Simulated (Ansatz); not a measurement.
## Zn86Mg10O96: single-point calculation (part 1 of 4)

The run: single-point calculation of Zn86Mg10O96 (192 atoms in the cell). Method and program: DFT, HSE06 with spin-orbit coupling, PAW, plane waves (Ansatz 0.2.0).

The structure was built on a prototype by a generator; it need not be a known phase.

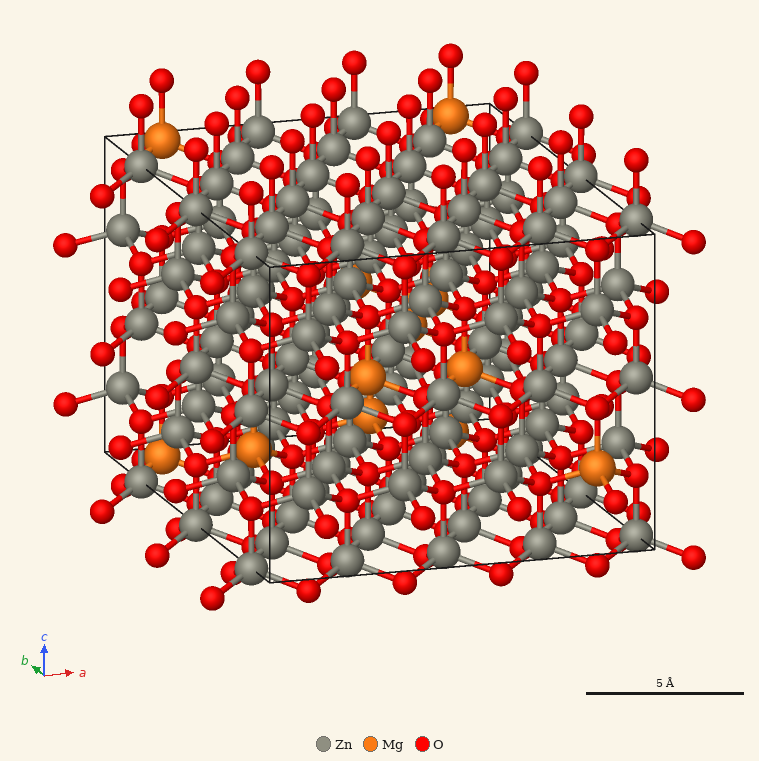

**Figure 1.** The input geometry (ball-and-stick view of the cell of the calculation, seen slightly off an axis; bonded neighbours outside the cell are drawn too). Near neighbours in the crystal (not all of them lie inside the picture): Zn has 4 O at 1.96 to 1.99 Å; Mg has 4 O at 1.96 to 1.98 Å; O has 1 Mg at 1.96 to 1.98 Å and 3 Zn at 1.96 to 1.98 Å; O has 4 Zn at 1.96 to 1.99 Å; O has 2 Mg at 1.96 to 1.98 Å and 2 Zn at 1.96 to 1.98 Å.

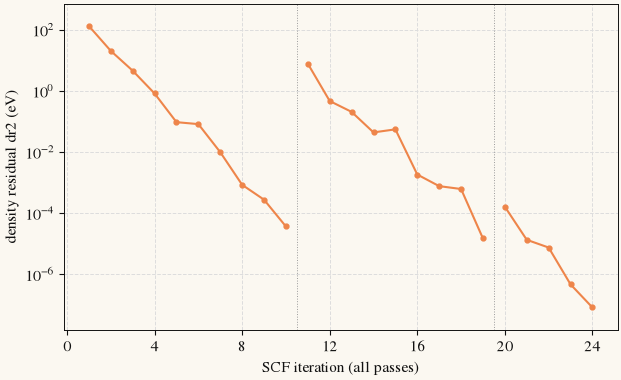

**Figure 2.** Convergence of the self-consistent field: density residual dr2 against the SCF iteration. The run starts with a semilocal functional; after that each stretch between dotted lines is one SCF of the hybrid functional between two exact rebuilds of the exchange operator by the outer loop. Early passes are stopped at a loose threshold. The passes take 10, 9 and 5 iterations.

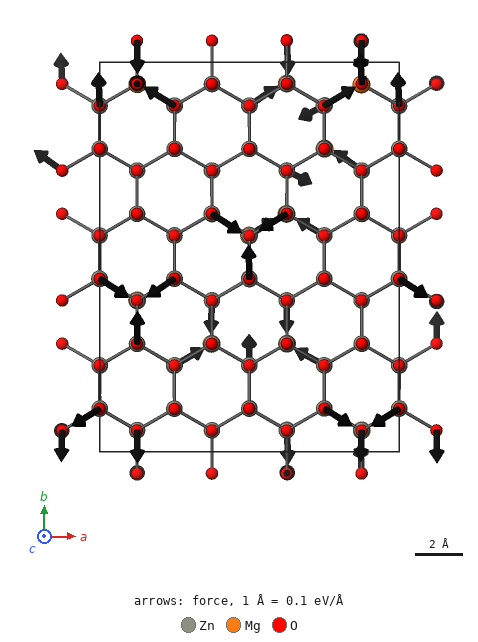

**Figure 3.** Forces on the atoms as black arrows (ball-and-stick view of the cell of the calculation, along the c axis; bonded neighbours outside the cell are drawn too); the smallest are left out. The largest act on O168, O192 (0.18 eV/Å); O121, O151, O159, O171, O180, O189 (0.17 eV/Å); O97, O103, O109, O119, O157, O187 and 1 more (0.16 eV/Å); O115, O161, O173, O175, O183, O185 (0.16 eV/Å), among others. Atoms are counted from 1 in the order of the input and aren't labelled in the picture. 

The input and output of the run follow.

Input file
```yaml
crystal:
  lattice:
    - [12.921971, 0.000000, 0.000000]
    - [0.000000, 16.811589, 0.000000]
    - [0.000000, 0.000000, 10.419032]
  atoms:
    - { symbol: Zn, position: [0.124855, 0.055024, 0.249031] }
    - { symbol: Zn, position: [0.125006, 0.056132, 0.749427] }
    - { symbol: Zn, position: [0.000807, 0.221623, 0.248287] }
    - { symbol: Zn, position: [0.999792, 0.222470, 0.748835] }
    - { symbol: Zn, position: [0.374848, 0.055191, 0.249277] }
    - { symbol: Zn, position: [0.375081, 0.055615, 0.748463] }
    - { symbol: Zn, position: [0.248420, 0.221080, 0.249003] }
    - { symbol: Zn, position: [0.250562, 0.222461, 0.749344] }
    - { symbol: Zn, position: [0.124972, 0.388927, 0.750349] }
    - { symbol: Zn, position: [0.999496, 0.555229, 0.248746] }
    - { symbol: Zn, position: [0.999757, 0.555610, 0.748701] }
    - { symbol: Zn, position: [0.624722, 0.056920, 0.248931] }
    - { symbol: Zn, position: [0.624750, 0.055228, 0.749577] }
    - { symbol: Zn, position: [0.499514, 0.221788, 0.250084] }
    - { symbol: Zn, position: [0.499906, 0.222732, 0.749753] }
    - { symbol: Zn, position: [0.375015, 0.389350, 0.249003] }
    - { symbol: Zn, position: [0.374973, 0.388414, 0.749094] }
    - { symbol: Zn, position: [0.249768, 0.556006, 0.248293] }
    - { symbol: Zn, position: [0.250056, 0.555444, 0.748587] }
    - { symbol: Zn, position: [0.124947, 0.722214, 0.248519] }
    - { symbol: Zn, position: [0.125042, 0.722038, 0.748878] }
    - { symbol: Zn, position: [0.999391, 0.889071, 0.249574] }
    - { symbol: Zn, position: [0.999832, 0.888154, 0.749791] }
    - { symbol: Zn, position: [0.874705, 0.056161, 0.750872] }
    - { symbol: Zn, position: [0.750667, 0.221930, 0.248933] }
    - { symbol: Zn, position: [0.749233, 0.222593, 0.749493] }
    - { symbol: Zn, position: [0.624504, 0.389221, 0.249665] }
    - { symbol: Zn, position: [0.624882, 0.388469, 0.748867] }
    - { symbol: Zn, position: [0.500414, 0.555502, 0.751232] }
    - { symbol: Zn, position: [0.374145, 0.722352, 0.248800] }
    - { symbol: Zn, position: [0.375472, 0.722077, 0.748285] }
    - { symbol: Zn, position: [0.248970, 0.889145, 0.249498] }
    - { symbol: Zn, position: [0.251040, 0.888434, 0.749002] }
    - { symbol: Zn, position: [0.874687, 0.389167, 0.248849] }
    - { symbol: Zn, position: [0.874705, 0.388937, 0.748751] }
    - { symbol: Zn, position: [0.750556, 0.555728, 0.249487] }
    - { symbol: Zn, position: [0.749423, 0.555583, 0.749470] }
    - { symbol: Zn, position: [0.624786, 0.722449, 0.250340] }
    - { symbol: Zn, position: [0.625425, 0.721874, 0.749641] }
    - { symbol: Zn, position: [0.499247, 0.888625, 0.249425] }
    - { symbol: Zn, position: [0.500574, 0.888958, 0.749150] }
    - { symbol: Zn, position: [0.875994, 0.721891, 0.249210] }
    - { symbol: Zn, position: [0.874250, 0.722332, 0.749424] }
    - { symbol: Zn, position: [0.751633, 0.889515, 0.250308] }
    - { symbol: Zn, position: [0.748007, 0.888143, 0.749996] }
    - { symbol: Zn, position: [0.999523, 0.110720, 0.499680] }
    - { symbol: Zn, position: [0.000459, 0.111607, 0.998848] }
    - { symbol: Zn, position: [0.249097, 0.110749, 0.498641] }
    - { symbol: Zn, position: [0.249687, 0.111017, 0.998432] }
    - { symbol: Zn, position: [0.124512, 0.277639, 0.499403] }
    - { symbol: Zn, position: [0.125005, 0.277258, 0.999070] }
    - { symbol: Zn, position: [0.000636, 0.443824, 0.499634] }
    - { symbol: Zn, position: [0.999110, 0.444746, 0.999203] }
    - { symbol: Zn, position: [0.499994, 0.112108, 0.498349] }
    - { symbol: Zn, position: [0.499640, 0.110947, 0.998696] }
    - { symbol: Zn, position: [0.374851, 0.277554, 0.000591] }
    - { symbol: Zn, position: [0.249610, 0.444413, 0.499049] }
    - { symbol: Zn, position: [0.250619, 0.444725, 0.999359] }
    - { symbol: Zn, position: [0.124985, 0.611047, 0.498779] }
    - { symbol: Zn, position: [0.124736, 0.611046, 0.998773] }
    - { symbol: Zn, position: [0.000369, 0.777182, 0.498671] }
    - { symbol: Zn, position: [0.000042, 0.777844, 0.998231] }
    - { symbol: Zn, position: [0.750749, 0.111466, 0.499310] }
    - { symbol: Zn, position: [0.749705, 0.111525, 0.999083] }
    - { symbol: Zn, position: [0.624761, 0.277679, 0.000508] }
    - { symbol: Zn, position: [0.499153, 0.445425, 0.498608] }
    - { symbol: Zn, position: [0.499965, 0.443427, 0.999023] }
    - { symbol: Zn, position: [0.375196, 0.610322, 0.498979] }
    - { symbol: Zn, position: [0.374108, 0.611382, 0.998951] }
    - { symbol: Zn, position: [0.250244, 0.777511, 0.498872] }
    - { symbol: Zn, position: [0.250601, 0.777667, 0.998386] }
    - { symbol: Zn, position: [0.124577, 0.944020, 0.500531] }
    - { symbol: Zn, position: [0.875492, 0.277471, 0.498583] }
    - { symbol: Zn, position: [0.874883, 0.277912, 0.999102] }
    - { symbol: Zn, position: [0.750147, 0.444876, 0.498322] }
    - { symbol: Zn, position: [0.749705, 0.444336, 0.999124] }
    - { symbol: Zn, position: [0.625557, 0.611151, 0.000971] }
    - { symbol: Zn, position: [0.500118, 0.777773, 0.497974] }
    - { symbol: Zn, position: [0.499971, 0.777577, 0.999124] }
    - { symbol: Zn, position: [0.374709, 0.944060, 0.498651] }
    - { symbol: Zn, position: [0.375285, 0.944029, 0.998695] }
    - { symbol: Zn, position: [0.875754, 0.610548, 0.498590] }
    - { symbol: Zn, position: [0.874880, 0.611165, 0.998785] }
    - { symbol: Zn, position: [0.749154, 0.777528, 0.000456] }
    - { symbol: Zn, position: [0.624471, 0.944137, 0.000765] }
    - { symbol: Zn, position: [0.874679, 0.944685, 0.501120] }
    - { symbol: Mg, position: [0.124976, 0.388872, 0.248011] }
    - { symbol: Mg, position: [0.875062, 0.055237, 0.248986] }
    - { symbol: Mg, position: [0.498765, 0.555254, 0.247407] }
    - { symbol: Mg, position: [0.373789, 0.277417, 0.497609] }
    - { symbol: Mg, position: [0.625665, 0.277694, 0.497629] }
    - { symbol: Mg, position: [0.125645, 0.943849, 0.997624] }
    - { symbol: Mg, position: [0.623930, 0.610896, 0.498914] }
    - { symbol: Mg, position: [0.750920, 0.778223, 0.497367] }
    - { symbol: Mg, position: [0.624849, 0.945647, 0.497363] }
    - { symbol: Mg, position: [0.874084, 0.943085, 0.997382] }
    - { symbol: O, position: [0.999979, 0.110821, 0.188836] }
    - { symbol: O, position: [0.999683, 0.111249, 0.689226] }
    - { symbol: O, position: [0.249882, 0.110444, 0.188362] }
    - { symbol: O, position: [0.249973, 0.111342, 0.688587] }
    - { symbol: O, position: [0.124919, 0.277896, 0.188516] }
    - { symbol: O, position: [0.125081, 0.277979, 0.689251] }
    - { symbol: O, position: [0.999807, 0.444424, 0.188731] }
    - { symbol: O, position: [0.000090, 0.444395, 0.689195] }
    - { symbol: O, position: [0.499268, 0.111218, 0.188375] }
    - { symbol: O, position: [0.500075, 0.111473, 0.688829] }
    - { symbol: O, position: [0.374094, 0.277626, 0.190518] }
    - { symbol: O, position: [0.375007, 0.277799, 0.687387] }
    - { symbol: O, position: [0.249930, 0.444817, 0.188887] }
    - { symbol: O, position: [0.249842, 0.444298, 0.688936] }
    - { symbol: O, position: [0.124400, 0.611165, 0.188469] }
    - { symbol: O, position: [0.124961, 0.611039, 0.688490] }
    - { symbol: O, position: [0.000164, 0.777990, 0.188415] }
    - { symbol: O, position: [0.999828, 0.777410, 0.688619] }
    - { symbol: O, position: [0.750334, 0.111174, 0.188787] }
    - { symbol: O, position: [0.749798, 0.111316, 0.689378] }
    - { symbol: O, position: [0.624935, 0.277772, 0.190472] }
    - { symbol: O, position: [0.624756, 0.277824, 0.687402] }
    - { symbol: O, position: [0.499829, 0.444270, 0.188450] }
    - { symbol: O, position: [0.499850, 0.444657, 0.689059] }
    - { symbol: O, position: [0.374388, 0.611577, 0.188382] }
    - { symbol: O, position: [0.375426, 0.610823, 0.688891] }
    - { symbol: O, position: [0.249684, 0.778138, 0.188333] }
    - { symbol: O, position: [0.250133, 0.777506, 0.688504] }
    - { symbol: O, position: [0.124471, 0.944269, 0.187457] }
    - { symbol: O, position: [0.125134, 0.944395, 0.690494] }
    - { symbol: O, position: [0.875471, 0.277913, 0.188802] }
    - { symbol: O, position: [0.874668, 0.277855, 0.688620] }
    - { symbol: O, position: [0.749623, 0.444624, 0.188848] }
    - { symbol: O, position: [0.749768, 0.444564, 0.688589] }
    - { symbol: O, position: [0.624693, 0.611135, 0.190765] }
    - { symbol: O, position: [0.624637, 0.610985, 0.688512] }
    - { symbol: O, position: [0.499778, 0.777699, 0.188829] }
    - { symbol: O, position: [0.500426, 0.777830, 0.688529] }
    - { symbol: O, position: [0.374526, 0.944267, 0.188649] }
    - { symbol: O, position: [0.375380, 0.944489, 0.688511] }
    - { symbol: O, position: [0.875071, 0.611161, 0.188399] }
    - { symbol: O, position: [0.874645, 0.611163, 0.688809] }
    - { symbol: O, position: [0.750243, 0.777991, 0.190619] }
    - { symbol: O, position: [0.749797, 0.777649, 0.687324] }
    - { symbol: O, position: [0.625000, 0.944796, 0.190974] }
    - { symbol: O, position: [0.624724, 0.944726, 0.687152] }
    - { symbol: O, position: [0.875256, 0.944764, 0.187027] }
    - { symbol: O, position: [0.874284, 0.944459, 0.691469] }
    - { symbol: O, position: [0.124406, 0.054786, 0.438949] }
    - { symbol: O, position: [0.124876, 0.055230, 0.938959] }
    - { symbol: O, position: [0.000081, 0.221707, 0.438496] }
    - { symbol: O, position: [0.999760, 0.222369, 0.938490] }
    - { symbol: O, position: [0.374942, 0.055457, 0.439063] }
    - { symbol: O, position: [0.374815, 0.055213, 0.938387] }
    - { symbol: O, position: [0.248995, 0.221649, 0.438666] }
    - { symbol: O, position: [0.250229, 0.222080, 0.938925] }
    - { symbol: O, position: [0.125094, 0.388451, 0.437638] }
    - { symbol: O, position: [0.124894, 0.388895, 0.940344] }
    - { symbol: O, position: [0.000423, 0.554884, 0.438626] }
    - { symbol: O, position: [0.999749, 0.555582, 0.938401] }
    - { symbol: O, position: [0.625027, 0.056602, 0.438711] }
    - { symbol: O, position: [0.624864, 0.055166, 0.939339] }
    - { symbol: O, position: [0.499743, 0.222938, 0.439357] }
    - { symbol: O, position: [0.499858, 0.222236, 0.939460] }
    - { symbol: O, position: [0.374659, 0.388758, 0.438984] }
    - { symbol: O, position: [0.374797, 0.388323, 0.938792] }
    - { symbol: O, position: [0.249766, 0.555400, 0.438421] }
    - { symbol: O, position: [0.249709, 0.555468, 0.938281] }
    - { symbol: O, position: [0.125349, 0.721978, 0.438265] }
    - { symbol: O, position: [0.125168, 0.722032, 0.938617] }
    - { symbol: O, position: [0.999510, 0.888679, 0.439592] }
    - { symbol: O, position: [0.000096, 0.888737, 0.939166] }
    - { symbol: O, position: [0.874979, 0.055177, 0.438516] }
    - { symbol: O, position: [0.874931, 0.055112, 0.940808] }
    - { symbol: O, position: [0.750638, 0.222200, 0.438616] }
    - { symbol: O, position: [0.749653, 0.222440, 0.939122] }
    - { symbol: O, position: [0.624684, 0.389174, 0.439386] }
    - { symbol: O, position: [0.625072, 0.388402, 0.938653] }
    - { symbol: O, position: [0.499827, 0.555642, 0.436763] }
    - { symbol: O, position: [0.500012, 0.555266, 0.941142] }
    - { symbol: O, position: [0.375055, 0.721753, 0.438731] }
    - { symbol: O, position: [0.375271, 0.722022, 0.938069] }
    - { symbol: O, position: [0.249465, 0.888665, 0.439087] }
    - { symbol: O, position: [0.250620, 0.888484, 0.938474] }
    - { symbol: O, position: [0.875125, 0.388747, 0.438820] }
    - { symbol: O, position: [0.874635, 0.388845, 0.938526] }
    - { symbol: O, position: [0.749824, 0.555866, 0.439206] }
    - { symbol: O, position: [0.749824, 0.555405, 0.939152] }
    - { symbol: O, position: [0.625594, 0.722071, 0.439903] }
    - { symbol: O, position: [0.624878, 0.721714, 0.939299] }
    - { symbol: O, position: [0.500021, 0.888940, 0.438949] }
    - { symbol: O, position: [0.500205, 0.888575, 0.938884] }
    - { symbol: O, position: [0.875467, 0.721648, 0.438757] }
    - { symbol: O, position: [0.874472, 0.722274, 0.939173] }
    - { symbol: O, position: [0.749906, 0.889365, 0.439841] }
    - { symbol: O, position: [0.748580, 0.888160, 0.939380] }
kpoints:
  mp_grid: { grid: [1, 1, 1] }
hamiltonian:
  xc: hse06
magnetization:
  noncollinear: true
  spin_orbit: true
scf:
  occupations: { method: fermi_dirac, width: 0.01 }
output:
  forces: true
  eigenvalues: true
  populations: true
  eigenstates: { kpoints: [[0, 0, 0]], e_range: [-6.0, 6.0], localisation: true }
```

Launched with:
```bash
ansatz run in.yaml --threads 32 --pin off --max-ram 171000MiB --runs-dir r --events-out ev --progress --plain --backend cuda --devices 0,
```

What the program printed
```
Pseudopotentials: kind: paw_fr
Functional definition: HSE06
  parameter a = 0.25
  parameter omega = 0.11/bohr
  exchange = pbe_x - a*pbe_x_sr(omega) + a*exact_x_sr(omega)
  correlation = pbe_c
non-collinear run that drives no moment, with spin-orbit: no starting moment large enough to seed its density (crystal.atoms[].spin), no starting occupations that ask for one, no magnetisation constraint and no magnetic field, so the semilocal B_xc is pinned to zero
Crystal: 192 atoms, lattice volume = 2263.419 Å³
Basis set: ecut = 420 eV, 44301 PW (Γ), exchange–correlation on 180×240×144 points (8 copies of the dense FFT grid, shifted against one another)
Bands: 2092, of which v1, the nominal top of the filled ones, is band 1708 counted from 1 (1707 counted from 0)
Symmetry: 1 space group operations + 1 with time reversal
Magnetic group: BNS 1.2 (UNI 2), of the structure as read, at distance tolerance 1.3e-4 Å
```
